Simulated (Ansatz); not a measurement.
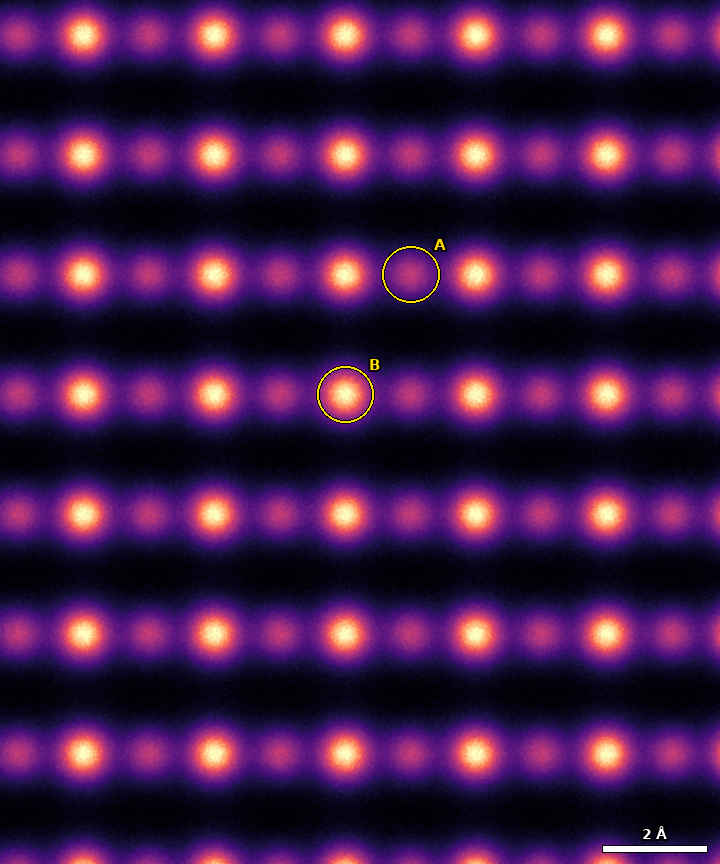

Integrated-DPC-like image of Mo (P6/mmm, No. 191) along [210]. Simulated as the projected potential of neutral atoms (B = 0.5 Å²) blurred by a 0.54 Å probe, the thin-sample limit of integrated differential phase contrast. Shot noise was added. Model: the geometry relaxed with Ansatz 0.2.0, DFT r2SCAN, scalar-relativistic, plane waves, PAW; the starting structure was generated, so it need not be a known form of this composition.

Q: What lies under each ring?

A: Mo (1 Mo per 8.07 Å along the beam; about 50 % of the brightest peak). B: Mo (2 Mo per 8.07 Å along the beam; the brightest kind). Brightness is counted from the darkest point of the image.
